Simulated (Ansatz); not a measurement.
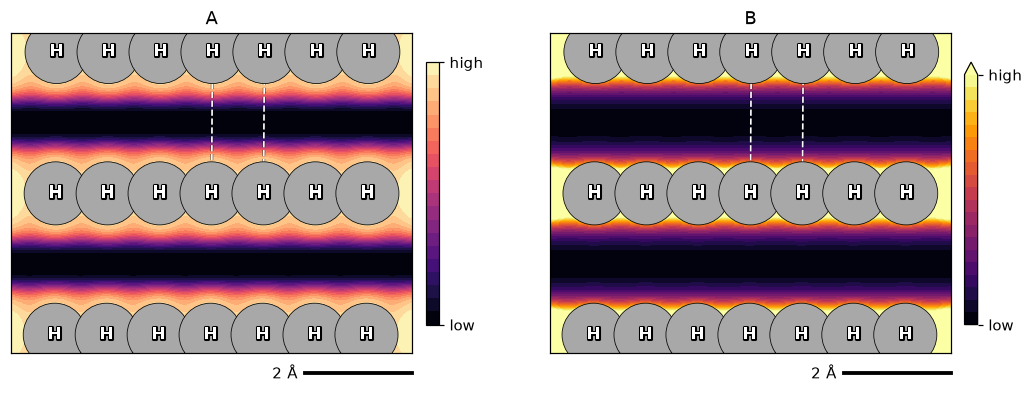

H: 2 fields on the (001) plane of the conventional cell, with unlabelled colour scales. Grey discs cover the atomic cores.

Space group P-1; a structure from a database of computed crystals, not necessarily the ambient phase; changed on purpose from its base cell (cell strained at random at fixed volume); computed pressure about 3 GPa in this cell.

Computed with Kohn-Sham DFT of a periodic cell, PBE, Ansatz PAW (Ansatz 0.2.0).

```yaml
crystal:
  lattice:
    - [0.00319, 0.00820, 0.97261]
    - [2.64639, 0.01641, 0.00863]
    - [0.01641, 2.67470, 0.02215]
  atoms:
    - { symbol: H, position: [0.00000, 0.00000, 0.00000] }
```

### The panels show electron localisation function and valence pseudo-density in some order. Assign them.

Panel A: electron localisation function. Panel B: valence pseudo-density. From the grid: H–H (0.97 Å): ρ at the midpoint is about 0.94 e/Å³; the ELF is about 0.95 at the midpoint.
